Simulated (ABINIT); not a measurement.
**Run report: AlN, geometry relaxation (part 1 of 3)**

- system: AlN (4 atoms in the cell)
- method: Kohn-Sham DFT of a periodic cell, LDA, PseudoDojo NC SR LDA v0.4.1 standard, no spin polarisation (ABINIT 10.8.3)

The structure derives from an entry of the Crystallography Open Database.

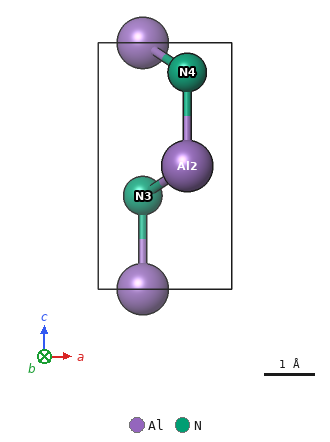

*The input geometry (ball-and-stick view of the cell of the calculation, along the b axis; atoms are numbered from 1 in the order of the input).*

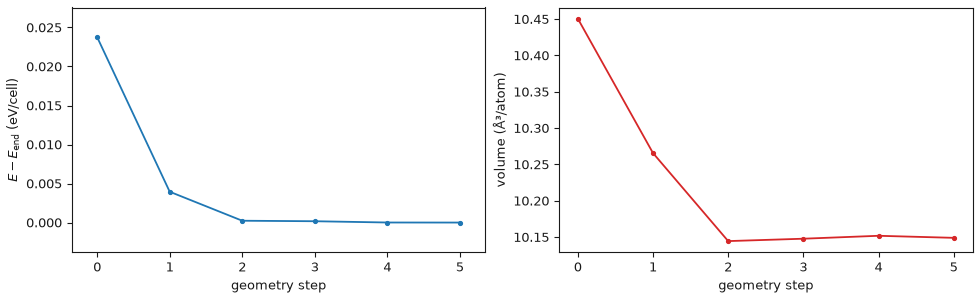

*Progress of the relaxation, step by step (steps are counted from 0).*

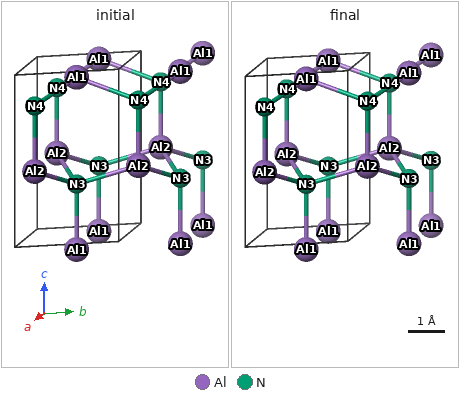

*Before (left) and after (right) the relaxation, at one scale (ball-and-stick view of the cell of the calculation, repeated 2 × 2 × 1, seen slightly off an axis).*

After 5 geometry steps the energy has fallen by 23.8 meV per cell of the calculation. Largest force component: 0.11 eV/Å at the start, 0.0012 eV/Å at the end. The largest moves relative to the cell, 0.005 Å, are those of Al1, Al2, N3 and N4. By element the largest moves are N 0.005 Å, Al 0.005 Å. Cell: a = b 3.113 → 3.082 Å (−1.0 %), c 4.981 → 4.934 Å (−0.9 %). Volume −2.9 %. Distances before and after: Al1–N4 1.894 → 1.872 Å, Al1–N3 1.893 → 1.885 Å. The space group stays P6_3mc (No. 186). (Atoms are counted from 1 in the order of the input.)

The input that produced these results follows, with the program's output.

**Input**
```
# Pseudopotentials
pp_dirpath "./"
pseudos "Al.upf, N.upf"

# Structure
acell 3.113 3.113 4.981 Angstrom
rprim
     1.0000000000     0.0000000000     0.0000000000
    -0.5000000000     0.8660254038     0.0000000000
     0.0000000000     0.0000000000     1.0000000000
ntypat 2
znucl 13 7
natom 4
typat 1 1 2 2
xred
     0.3333333333     0.6666666667     0.0000000000
     0.6666666667     0.3333333333     0.5000000000
     0.3333333333     0.6666666667     0.3800000000
     0.6666666667     0.3333333333     0.8800000000
chkprim 0
chksymtnons 0
tolsym 1.0e-6

# Plane-wave basis
ecut 42.0

# k points
kptopt 1
ngkpt 8 8 5
nshiftk 1
shiftk 0.0 0.0 0.0

# Exchange and correlation
ixc 7

# Bands and occupations
nband 12
occopt 3
tsmear 0.00183747

# SCF cycle
nstep 100
tolvrs 1.0e-10

# Output
iomode 3
prtwf 0
prtden 0
prteig 0
prtebands 0
enunit 2

# Relaxation
ionmov 2
ntime 60
tolmxf 0.0002
optcell 2
dilatmx 1.08
ecutsm 0.5
```

Run as:
```bash
abinit run.abi > log 2>&1
```

**The program's output**
```
.Version 10.8.3 of ABINIT
 Symmetries : space group P6_3 m c (#186); Bravais hP (primitive hexag.)
================================================================================
 Values of the parameters that define the memory need of the present run
     intxc =       0    ionmov =       2      iscf =       7    lmnmax =       6
     lnmax =       6     mgfft =      60  mpssoang =       3    mqgrid =    3001
     natom =       4  nloc_mem =       1    nspden =       1   nspinor =       1
    nsppol =       1      nsym =      12    n1xccc =    2501    ntypat =       2
    occopt =       3   xclevel =       1
       mpw =        4632          nfft =       96000          nkpt =          30
================================================================================
================================================================================

--------------------------------------------------------------------------------
------------- Echo of variables that govern the present computation ------------
--------------------------------------------------------------------------------
 -outvars: echo values of preprocessed input variables --------
            acell      5.8827174300E+00  5.8827174300E+00  9.4127258331E+00 Bohr
              amu      2.69815390E+01  1.40067400E+01
          chkprim           0
      chksymtnons           0
          dilatmx      1.08000000E+00
             ecut      4.20000000E+01 Hartree
           ecutsm      5.00000000E-01 Hartree
           enunit           2
           ionmov           2
              ixc           7
         kptrlatt        8    0    0      0    8    0      0    0    5
          kptrlen      4.70617394E+01
            natom           4
            nband          12
            ngfft          40      40      60
             nkpt          30
            nstep         100
             nsym          12
            ntime          60
           ntypat           2
           occopt           3
          optcell           2
           prtden           0
        prtebands           0
           prteig           0
            prtwf           0
            rprim      1.0000000000E+00  0.0000000000E+00  0.0000000000E+00
                      -5.0000000000E-01  8.6602540380E-01  0.0000000000E+00
                       0.0000000000E+00  0.0000000000E+00  1.0000000000E+00
          spgroup         186
           tolmxf      2.00000000E-04
           tolsym      1.00000000E-06
           tolvrs      1.00000000E-10
           tsmear      1.83747000E-03 Hartree
            typat      1  1  2  2
           xangst      1.3841485454E-17  1.7972913880E+00  0.0000000000E+00
                       1.5565000000E+00  8.9864569401E-01  2.4905000000E+00
                       1.3841485454E-17  1.7972913880E+00  1.8927800000E+00
                       1.5565000000E+00  8.9864569401E-01  4.3832800000E+00
            xcart      2.6156616683E-17  3.3963884918E+00  0.0000000000E+00
                       2.9413587150E+00  1.6981942459E+00  4.7063629166E+00
                       2.6156616683E-17  3.3963884918E+00  3.5768358166E+00
                       2.9413587150E+00  1.6981942459E+00  8.2831987332E+00
             xred      3.3333333333E-01  6.6666666667E-01  0.0000000000E+00
                       6.6666666667E-01  3.3333333333E-01  5.0000000000E-01
                       3.3333333333E-01  6.6666666667E-01  3.8000000000E-01
                       6.6666666667E-01  3.3333333333E-01  8.8000000000E-01
            znucl       13.00000    7.00000

================================================================================

 chkinp: Checking input parameters for consistency.

================================================================================
== DATASET  1 ==================================================================

--- !DatasetInfo
iteration_state: {dtset: 1, }
dimensions: {natom: 4, nkpt: 30, mband: 12, nsppol: 1, nspinor: 1, nspden: 1, mpw: 4632, }
cutoff_energies: {ecut:  42.0, pawecutdg:  -1.0, }
electrons: {nelect:   1.60000000E+01, charge:   0.00000000E+00, occopt:   3.00000000E+00, tsmear:   1.83747000E-03, }
meta: {optdriver: 0, ionmov: 2, optcell: 2, iscf: 7, paral_kgb: 0, }
...

 Exchange-correlation functional for the present dataset will be:
  LDA: Perdew-Wang 92 LSD fit to Ceperley-Alder data - ixc=7
  J.P.Perdew and Y.Wang, PRB 45, 13244 (1992)

 Real(R)+Recip(G) space primitive vectors, cartesian coordinates (Bohr,Bohr^-1):
 R(1)=  5.8827174  0.0000000  0.0000000  G(1)=  0.1699895  0.0981435  0.0000000
 R(2)= -2.9413587  5.0945827  0.0000000  G(2)=  0.0000000  0.1962869  0.0000000
 R(3)=  0.0000000  0.0000000  9.4127258  G(3)=  0.0000000  0.0000000  0.1062392
 Unit cell volume ucvol=  2.8209931E+02 bohr^3
 Angles (23,13,12)=  9.00000000E+01  9.00000000E+01  1.20000000E+02 degrees

 getcut: wavevector=  0.0000  0.0000  0.0000  ngfft=  40  40  60
         ecut(hartree)=     48.989   => boxcut(ratio)=   2.02312

--- Pseudopotential description ------------------------------------------------
- pspini: atom type   1  psp file is ./Al.upf
12 -1012 2 -1 1854                            pspcod,pspxc,lmax,lloc,mmax
     nproj     2     2     2

- pspini: atom type   2  psp file is ./N.upf
12 -1012 1 -1 1058                            pspcod,pspxc,lmax,lloc,mmax
     nproj     2     2     0

   1.88229268E+02                                ecore*ucvol(ha*bohr**3)
--------------------------------------------------------------------------------

================================================================================

=== [ionmov= 2] Broyden-Fletcher-Goldfarb-Shanno method (forces)
================================================================================

--- Iteration: ( 1/60) Internal Cycle: (1/1)
--------------------------------------------------------------------------------

---SELF-CONSISTENT-FIELD CONVERGENCE--------------------------------------------

--- !BeginCycle
iteration_state: {dtset: 1, itime: 1, icycle: 1, }
solver: {iscf: 7, nstep: 100, nline: 4, wfoptalg: 0, }
tolerances: {tolvrs: 1.00E-10, }
...

     iter   Etot(hartree)      deltaE(h)  residm     vres2
 ETOT  1  -25.350166351300    -2.535E+01 8.382E-02 1.607E+03
 ETOT  2  -25.417950786521    -6.778E-02 1.154E-02 1.300E+03
 ETOT  3  -25.685603234699    -2.677E-01 4.818E-02 3.308E+00
 ETOT  4  -25.686556016919    -9.528E-04 3.504E-03 1.058E-01
 ETOT  5  -25.686571219305    -1.520E-05 2.199E-03 1.491E-03
 ETOT  6  -25.686571347776    -1.285E-07 3.245E-03 1.895E-04
 ETOT  7  -25.686571394724    -4.695E-08 1.309E-03 3.749E-06
 ETOT  8  -25.686571395511    -7.864E-10 3.163E-03 1.053E-07
 ETOT  9  -25.686571395533    -2.236E-11 5.385E-04 5.387E-09
 ETOT 10  -25.686571395534    -1.023E-12 1.198E-03 4.644E-12

 At SCF step   10       vres2   =  4.64E-12 < tolvrs=  1.00E-10 =>converged.

 Cartesian components of stress tensor (hartree/bohr^3)
  sigma(1 1)=  2.18036159E-04  sigma(3 2)=  0.00000000E+00
  sigma(2 2)=  2.18036159E-04  sigma(3 1)=  0.00000000E+00
  sigma(3 3)=  1.57676219E-04  sigma(2 1)=  0.00000000E+00

--- !ResultsGS
iteration_state: {dtset: 1, itime: 1, icycle: 1, }
comment   : Summary of ground state results
lattice_vectors:
- [  5.8827174,   0.0000000,   0.0000000, ]
- [ -2.9413587,   5.0945827,   0.0000000, ]
- [  0.0000000,   0.0000000,   9.4127258, ]
lattice_lengths: [   5.88272,    5.88272,    9.41273, ]
lattice_angles: [ 90.000,  90.000, 120.000, ] # degrees, (23, 13, 12)
lattice_volume:   2.8209931E+02
convergence: {deltae: -1.023E-12, res2:  4.644E-12, residm:  1.198E-03, diffor: null, }
etotal    :  -2.56865714E+01
entropy   :   0.00000000E+00
fermie    :   2.67761800E-01
cartesian_stress_tensor: # hartree/bohr^3
- [  2.18036159E-04,   0.00000000E+00,   0.00000000E+00, ]
- [  0.00000000E+00,   2.18036159E-04,   0.00000000E+00, ]
- [  0.00000000E+00,   0.00000000E+00,   1.57676219E-04, ]
pressure_GPa:  -5.8229E+00
xred      :
- [  3.3333E-01,   6.6667E-01,   0.0000E+00, Al]
- [  6.6667E-01,   3.3333E-01,   5.0000E-01, Al]
- [  3.3333E-01,   6.6667E-01,   3.8000E-01,  N]
- [  6.6667E-01,   3.3333E-01,   8.8000E-01,  N]
cartesian_forces: # hartree/bohr
- [ -9.15442652E-29,  -5.28531062E-29,  -2.22140142E-03, ]
- [  9.15442652E-29,   5.28531062E-29,  -2.22140142E-03, ]
- [  3.66177061E-28,   2.11412425E-28,   2.22140142E-03, ]
- [ -3.66177061E-28,  -2.11412425E-28,   2.22140142E-03, ]
force_length_stats: {min:   2.22140142E-03, max:   2.22140142E-03, mean:   2.22140142E-03, }
...

 Integrated electronic density in atomic spheres:
 ------------------------------------------------
 Atom  Sphere_radius  Integrated_density
    1        2.00000          1.12233071
    2        2.00000          1.12233071
    3        2.00000          5.35198864
    4        2.00000          5.35198864

---OUTPUT-----------------------------------------------------------------------

 Cartesian coordinates (xcart) [bohr]
  2.61566166828640E-17  3.39638849180970E+00  0.00000000000000E+00
  2.94135871497546E+00  1.69819424590485E+00  4.70636291657333E+00
  2.61566166828640E-17  3.39638849180970E+00  3.57683581659573E+00
  2.94135871497546E+00  1.69819424590485E+00  8.28319873316907E+00
 Reduced coordinates (xred)
  3.33333333333333E-01  6.66666666666667E-01  0.00000000000000E+00
  6.66666666666667E-01  3.33333333333333E-01  5.00000000000000E-01
  3.33333333333333E-01  6.66666666666667E-01  3.80000000000000E-01
  6.66666666666667E-01  3.33333333333333E-01  8.80000000000000E-01
 Cartesian forces (fcart) [Ha/bohr]; max,rms= 2.22140E-03 1.28253E-03 (free atoms)
 -9.15442652215525E-29 -5.28531061674801E-29 -2.22140141668265E-03
  9.15442652215525E-29  5.28531061674801E-29 -2.22140141668265E-03
  3.66177060886210E-28  2.11412424669921E-28  2.22140141668265E-03
 -3.66177060886210E-28 -2.11412424669921E-28  2.22140141668265E-03
 Gradient of E wrt nuclear positions in reduced coordinates (gred)
  5.38529044630877E-28  2.79939816379956E-45  2.09094425005974E-02
 -5.38529044630877E-28 -2.79939816379956E-45  2.09094425005974E-02
 -2.15411617852351E-27 -1.11975926551982E-44 -2.09094425005974E-02
  2.15411617852351E-27  1.11975926551982E-44 -2.09094425005974E-02
 Scale of Primitive Cell (acell) [bohr]
  5.88271742995093E+00  5.88271742995093E+00  9.41272583314666E+00
 Real space primitive translations (rprimd) [bohr]
  5.88271742995093E+00  0.00000000000000E+00  0.00000000000000E+00
 -2.94135871497546E+00  5.09458273771455E+00  0.00000000000000E+00
  0.00000000000000E+00  0.00000000000000E+00  9.41272583314666E+00
 Unitary Cell Volume (ucvol) [Bohr^3]=  2.82099305393783E+02
 Angles (23,13,12)= [degrees]
  9.00000000000000E+01  9.00000000000000E+01  1.19999999999554E+02
 Lengths [Bohr]
  5.88271742995093E+00  5.88271743003020E+00  9.41272583314666E+00
 Stress tensor in cartesian coordinates (strten) [Ha/bohr^3]
  2.18036158997025E-04  0.00000000000000E+00  0.00000000000000E+00
  0.00000000000000E+00  2.18036158904188E-04  0.00000000000000E+00
  0.00000000000000E+00  0.00000000000000E+00  1.57676219287864E-04
 Total energy (etotal) [Ha]= -2.56865713955341E+01

--- Iteration: ( 2/60) Internal Cycle: (1/1)
--------------------------------------------------------------------------------

---SELF-CONSISTENT-FIELD CONVERGENCE--------------------------------------------

--- !BeginCycle
iteration_state: {dtset: 1, itime: 2, icycle: 1, }
solver: {iscf: 7, nstep: 100, nline: 4, wfoptalg: 0, }
tolerances: {tolvrs: 1.00E-10, }
...

     iter   Etot(hartree)      deltaE(h)  residm     vres2
 ETOT  1  -25.683648687922    -2.568E+01 3.662E+04 2.082E+01
 ETOT  2  -25.684060869497    -4.122E-04 5.090E+01 1.553E+01
 ETOT  3  -25.687286135064    -3.225E-03 2.583E+00 8.098E-02
 ETOT  4  -25.687299279708    -1.314E-05 1.409E+00 5.055E-04
 ETOT  5  -25.687299322111    -4.240E-08 2.482E-03 1.998E-05
 ETOT  6  -25.687299324907    -2.796E-09 8.357E-02 8.454E-08
 ETOT  7  -25.687299324914    -7.333E-12 7.837E-04 1.239E-09
 ETOT  8  -25.687299324915    -2.096E-13 2.709E-03 1.930E-11

 At SCF step    8       vres2   =  1.93E-11 < tolvrs=  1.00E-10 =>converged.

 Cartesian components of stress tensor (hartree/bohr^3)
  sigma(1 1)=  8.63703628E-05  sigma(3 2)=  0.00000000E+00
  sigma(2 2)=  8.63703627E-05  sigma(3 1)=  0.00000000E+00
  sigma(3 3)=  6.62773247E-05  sigma(2 1)=  0.00000000E+00
```
